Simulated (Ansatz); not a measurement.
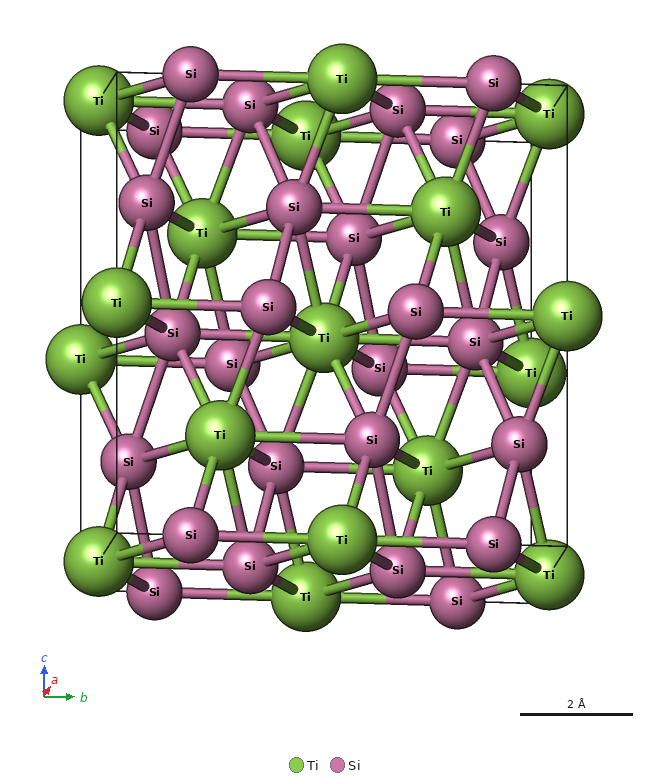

The structure (ball-and-stick view of the cell 4 times as large as that of the calculation, set on its symmetry axes, seen at an oblique angle).

**TiSi2: band-structure calculation**

The run: band-structure calculation of TiSi2 (Fddd, 6 atoms in the cell). Method and program: DFT PBEsol, scalar-relativistic, plane waves, PAW, no spin polarisation (Ansatz 0.2.0).

The structure derives from an entry of the Crystallography Open Database. Figures and captions count atoms from 1; the log counts them from 0 in places.

## The input
```yaml
crystal:
  lattice:
    - [0.0, 4.0910612951, 4.2480470632]
    - [2.3808780425, 0.0, 4.2480470632]
    - [2.3808780425, 4.0910612951, 0.0]
  atoms:
    - { symbol: Ti, position: [0.75, 0.75, 0.75] }
    - { symbol: Ti, position: [0.5, 0.5, 0.5] }
    - { symbol: Si, position: [0.0861670623, 0.4138329377, 0.0861670623] }
    - { symbol: Si, position: [0.4138329377, 0.0861670623, 0.4138329377] }
    - { symbol: Si, position: [0.1638329377, 0.8361670623, 0.1638329377] }
    - { symbol: Si, position: [0.8361670623, 0.1638329377, 0.8361670623] }
basis:
  ecutwfc: 420
kpoints:
  mp_grid: { grid: [10, 10, 10] }
  band_path:
    path:
      - [[0.0, 0.0, 0.0], [0.5, 0.0, 0.5], [1.0, 0.5, 0.5], [0.5, 0.5, 0.0], [0.0, 0.0, 0.0], [0.0, 0.4132025, 0.4132025]]
      - [[1.0, 0.5867975, 0.5867975], [1.0, 0.5, 0.5]]
      - [[0.5, 0.0, 0.5], [0.5, 0.24385752, 0.74385752]]
      - [[0.5, 0.75614248, 0.25614248], [0.5, 0.5, 0.0]]
    npoints: 14
hamiltonian:
  xc: pbesol
scf:
  occupations: { method: gaussian, width: 0.1 }
  n_extra_bands: 15
output:
  forces: true
  stress: true
  eigenvalues: true
  populations: true
  dos: { projected: true, de: 0.02, nscf_kmesh: { grid: [15, 15, 15] } }
  bader: true
  write_density: true
  write_potential: true
  elf: true
  volumetric_format: npy
```

Run on 1 thread of Intel Xeon @ 2.50GHz (Skylake/Cascade Lake), 192 GiB of memory available, shared host.

Run as:
```bash
ansatz run input.yaml --threads 1 --pin off --max-ram 2560MiB --backend cpu --events-out ev --progress --plain --runs-dir out
```

## What the program printed
```
scf.n_extra_bands = 15 over 20 filled bands (N_el = 40.0): the run solves 35 bands
Engine: ansatz 0.2.0, x86_64-unknown-linux-gnu
Pseudopotentials: kind: paw
Pseudopotential: Ti, paw, valence charge 12, recommended cutoff 420 eV (normal), Ti.paw.azcp
Pseudopotential: Si, paw, valence charge 4, recommended cutoff 420 eV (normal), Si.paw.azcp
Functional definition: PBEsol
  exchange = pbesol_x
  correlation = pbesol_c
Crystal: 6 atoms, lattice volume = 82.755 Å³
Basis set: ecut = 420 eV, 1601 PW (Γ), exchange–correlation on 80×72×64 points (8 copies of the dense FFT grid, shifted against one another)
Bands: 35, of which v1, the nominal top of the filled ones, is band 20 counted from 1 (19 counted from 0)
Symmetry: 8 space group operations
Space group: Fddd (ITA 70), of the structure as read, at distance tolerance 4.4e-5 Å
k-points: 171 of 1000
Non-local potential: Ti, projectors of the file, l = 0: 3, l = 1: 2, l = 2: 3, l = 3: 1
Non-local potential: Si, projectors of the file, l = 0: 2, l = 1: 2, l = 2: 2
PAW form: soft (Blöchl's): semilocal exchange-correlation on the pseudo side does not see the compensation charge
PAW frozen core: Ti, regenerated for the run's functional, and the local potential with it (the file was generated under x = pbe(κ = 0.804, μ = 0.2195149727645171), c = pbe(β = 0.06672455060314922))
PAW frozen core: Si, regenerated for the run's functional, and the local potential with it (the file was generated under x = pbe(κ = 0.804, μ = 0.2195149727645171), c = pbe(β = 0.06672455060314922))
PAW one-centre angular grid: Ti, 590 points (default); XC on 64 Gauss nodes
PAW one-centre angular grid: Si, 110 points (default); XC on 64 Gauss nodes
Initial density: superposition of atomic densities (neutral atoms: chi_scale 0, normalization atom), corrected by the library's trained network
Initial wavefunctions: pseudopotential atomic-orbital guess
Functional: x = pbesol(κ = 0.804, μ = 0.12345679012345678), c = pbesol(β = 0.046)
SCF iter   1: F=—  HF=-7437.801012 eV  |F-HF|=—  |Δ(HF+E_count)|=         —  Δρ=4.16e-3  dr2=2.14e-2  ethr=1.77e-3  ⟨swp⟩=5.2  Hψ=27287  notcnv=0  defer=171
preconditioner: auto → Kerker (q_TF=auto, 2.417 Å⁻¹)  [metal: Δε(μ)=0.015 eV  Ē_g=8.509 eV  σ=0.100 eV  W_gap=0.09  n_scr=16 (ndim 8)  ℏωp=20.0 eV  f_vac=0.000  D(μ)=2.12/eV (n_scr^D=16)]
SCF iter   2: F=—  HF=-7437.797994 eV  |F-HF|=—  |Δ(HF+E_count)|=   3.02e-3  Δρ=2.49e-3  dr2=8.22e-3  ethr=5.36e-5  ⟨swp⟩=1.0  Hψ=7353  notcnv=0  defer=260
SCF iter   3: F=—  HF=-7437.796147 eV  |F-HF|=—  |Δ(HF+E_count)|=   1.85e-3  Δρ=2.93e-4  dr2=1.19e-4  ethr=2.05e-5  ⟨swp⟩=2.3  Hψ=6367  notcnv=0  defer=260
SCF iter   4: F=—  HF=-7437.796122 eV  |F-HF|=—  |Δ(HF+E_count)|=   2.49e-5  Δρ=6.13e-5  dr2=2.14e-6  ethr=2.97e-7  ⟨swp⟩=2.2  Hψ=6499  notcnv=0  defer=260
SCF iter   5: F=—  HF=-7437.796122 eV  |F-HF|=—  |Δ(HF+E_count)|=   1.75e-8  Δρ=1.68e-5  dr2=1.88e-7  ethr=5.34e-9  ⟨swp⟩=2.5  Hψ=7345  notcnv=0  defer=260
SCF iter   6: F=-7437.796122 eV  HF=-7437.796122 eV  |F-HF|=1.40e-9  |Δ(HF+E_count)|=   3.18e-8  Δρ=2.25e-6  dr2=3.80e-9  ethr=2.50e-10  ⟨swp⟩=11.6  Hψ=34832  notcnv=0
SCF 1 converged in 6 iterations: F = -7437.796122 eV  dr2 = 3.80e-9
  greatest PAW one-centre occupation: 0.999 electrons in one spin orbital (limit 2), on the Ti atom at site 1 (counted from 0), in its partial waves of l = 0
NSCF: frozen V_eff on 116 k-points
NSCF: frozen V_eff on 512 k-points
SCF converged after 6 iterations
Free energy (F): -7437.796122 eV
Harris-Foulkes:  -7437.796122 eV  (|F-HF|=1.40e-9)
Internal energy: -7437.785380 eV  (E = F + TS)
E sigma→0 (E₀):  -7437.790751 eV
Entropy (-TS):   -0.010742 eV (-1.790 meV/atom)
Fermi energy:    12.743278 eV
--- Per-component energies (eV) ---
  E_band       = -206.283157
  E_kinetic    = 721.499952
  E_local      = -2013.328515  (includes V_loc(G=0)·N_el)
  E_nonlocal   = 120.111282
  E_hartree    = 879.718232
  E_xc         = -421.400664
  E_vxc        = -442.554614  (∫ρ·V_xc dr)
  E_paw        = -4040.783112  (= ΣΔE_a)
  E_vpaw       = -351.448341  (= ΣTr[D̂ρ^β])
  E_aug_tail   = 0.000217  (compensation charges beyond the density's cutoff)
  E_ewald      = -2684.007783
  E_core_change = 0.405011  (= ΣΔE_core)
  E_smearing   = -0.010742  (= −TS)
  E_closure    = -0.000000  (closes the sum)
  Σ components = -7437.796122   (vs F -7437.796122, Δ=0.00e0)
--- Forces (eV/Å), atoms counted from 1 ---
  atom   1  Ti     0.00000000     0.00000000     0.00000000
  atom   2  Ti     0.00000000     0.00000000     0.00000000
  atom   3  Si     0.00000000    -0.00003239     0.00000000
  atom   4  Si     0.00000000     0.00003239     0.00000000
  atom   5  Si     0.00000000     0.00003239     0.00000000
  atom   6  Si     0.00000000    -0.00003239     0.00000000
  max |Σ_I F_I| component: 0.00e0 eV/Å
--- Stress (GPa, compression-positive) ---
       -0.000628       0.000000       0.000000
        0.000000      -0.002499       0.000000
        0.000000       0.000000      -0.006015
  P = ⅓ Tr σ = -0.0030 GPa (-0.030 kbar)
--- Band table (eV; the first three rows and the last of 171) ---
  k-point 0: bands = ["-43.1947", "-43.1633", "-19.7051", "-19.6831", "-19.6063", "-19.5902", "-19.5683", "-19.5616", "0.0832", "5.9840", "7.0645", "7.3039", "7.7032", "8.9217", "9.0172", "10.1968", "10.4487", "10.7271", "10.9825", "11.3593", "11.8021", "14.8416", "15.9364", "16.1911", "16.1994", "16.2851", "16.5099", "16.5860", "16.6693", "16.9484", "17.1248", "17.3334", "17.6067", "19.8128", "19.8399"]
  k-point 1: bands = ["-43.1941", "-43.1639", "-19.7046", "-19.6829", "-19.6089", "-19.5902", "-19.5681", "-19.5615", "0.1903", "5.8446", "6.5356", "7.2233", "8.0058", "8.9541", "9.1964", "10.1503", "10.3907", "10.6782", "11.3562", "11.3941", "11.7810", "14.7355", "15.8897", "15.9566", "16.1880", "16.2978", "16.4037", "16.4861", "16.6517", "17.2396", "17.4316", "17.6264", "17.8751", "19.8988", "20.1499"]
  k-point 2: bands = ["-43.1924", "-43.1654", "-19.7041", "-19.6812", "-19.6167", "-19.5898", "-19.5683", "-19.5606", "0.5054", "5.5024", "5.7007", "7.1479", "8.0155", "8.8587", "9.7198", "9.8050", "10.8130", "10.9431", "11.5578", "11.5980", "12.0380", "14.4299", "15.5881", "15.6728", "15.8497", "15.9409", "16.4348", "16.8141", "16.9583", "17.5457", "18.0407", "18.4978", "18.6176", "20.0730", "20.2083"]
  k-point 170: bands = ["-43.1788", "-43.1788", "-19.6584", "-19.6584", "-19.6419", "-19.6419", "-19.5629", "-19.5629", "2.0321", "2.0321", "7.7640", "7.7640", "7.8523", "7.8523", "9.7619", "9.7619", "11.1841", "11.1841", "11.7370", "11.7370", "13.5112", "13.5112", "16.0461", "16.0461", "16.2777", "16.2777", "16.3574", "16.3574", "16.5573", "16.5573", "17.4394", "17.4394", "18.9880", "18.9880", "20.3618"]
--- Löwdin populations: 6 sites ---
  site symbol       q [e]
     0     Ti     11.6327
     1     Ti     11.6327
     2     Si      4.0733
     3     Si      4.0733
     4     Si      4.0733
     5     Si      4.0733
  spilling = 0.011034 (of n_electrons = 40.000000)
--- Bader charges: 6 sites ---
  site symbol  charge [e]  shift [e]
     0     Ti      1.0877     0.0059
     1     Ti      1.0878     0.0059
     2     Si     -0.5439     0.0029
     3     Si     -0.5438     0.0029
     4     Si     -0.5439     0.0029
     5     Si     -0.5438     0.0029
  estimated error of the sums over rays = 9.3e-4 e
```

## File bader_charges.tsv
```
# site	symbol	x_ang	y_ang	z_ang	partial_charge_e	electrons	volume_ang3	relative_density_drop	shared_charge_e	partial_wave_shift_e
# quadrature_error_electrons = 9.3e-4
0	Ti	3.5713	6.1366	6.3721	1.08774	20.91226	10.12	-	1.08774	0.00589
1	Ti	2.3809	4.0911	4.2480	1.08776	20.91224	10.12	-	1.08776	0.00589
2	Si	1.1904	0.7050	2.1240	-0.54394	14.54394	15.63	-	-0.54394	0.00295
3	Si	1.1904	3.3860	2.1240	-0.54382	14.54382	15.63	-	-0.54382	0.00295
4	Si	2.3809	1.3405	4.2480	-0.54389	14.54389	15.63	-	-0.54389	0.00295
5	Si	2.3809	6.8416	4.2480	-0.54384	14.54384	15.63	-	-0.54384	0.00295
```

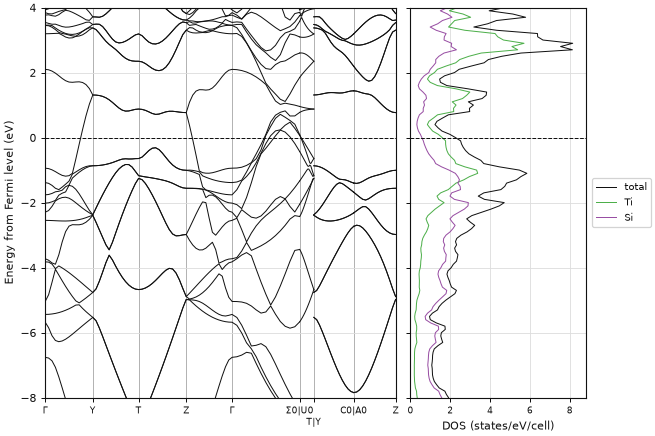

Band structure along Γ–Y–T–Z–Γ–Σ0|U0–T|Y–C0|A0–Z and density of states (projected on Löwdin-orthogonalised atomic shells), with energies from the Fermi level. Bands cross the Fermi level: a metal at this level of theory.

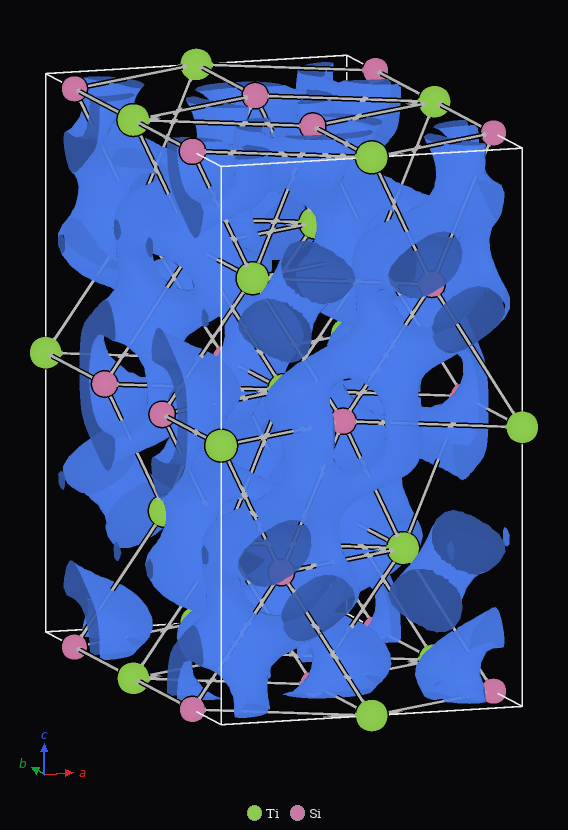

Isosurface of the electron localisation function at 0.65 (blue), seen slightly off an axis. Core shells and regions of very low density are left out. Sticks mark near contacts. The outline is the cell set on symmetry axes. Along the contacts the grid gives the following. Si–Si (2.52 Å): the ELF peaks at about 0.75 between the atoms (a shared electron pair). Ti–Si (2.53 Å): the ELF is about 0.40 at the midpoint. In a PAW calculation such maps are meaningful between the atoms, not at the nuclei.

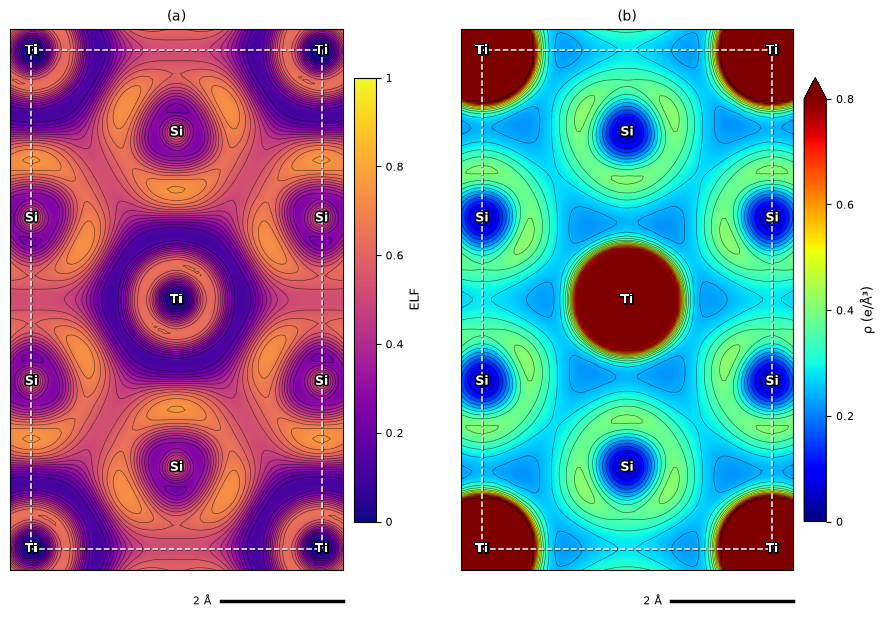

(a) electron localisation function; (b) valence charge density (pseudo) on the (001) plane of the conventional cell. The section cuts through Ti and Si sites. Ti–Si (2.73 Å): ρ is about 0.27 e/Å³ halfway; the ELF is about 0.40 at the midpoint. Away from the nuclei the density in this plane falls to 0.22 e/Å³ at its lowest. The strong features right at Ti lie inside the PAW spheres (semicore, d or f shells) and say nothing about bonding.

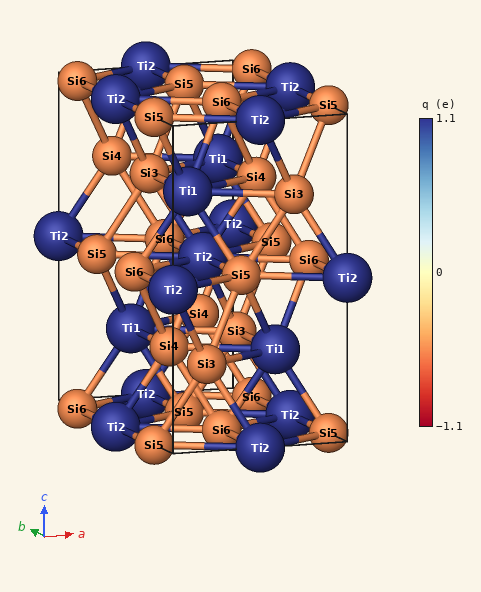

Bader charges, as the colour of each atom (ball-and-stick view of the cell 4 times as large as that of the calculation, set on its symmetry axes, seen slightly off an axis; atoms are numbered from 1 in the order of the input). By element: Ti +1.09 and Si −0.54 e.

## Key numbers

```tsv
quantity	value
outcome	converged
space group (tolerance 0.01 Å)	Fddd (70)
electrons treated	40
free energy	−7437.7961 eV
Fermi energy	12.743 eV
gap on the k-point mesh	none (metallic)
pressure	0.00 GPa
largest force (length of the vector)	under 0.001 eV/Å
wall time	4.3 min
peak memory	1.1 GiB
```
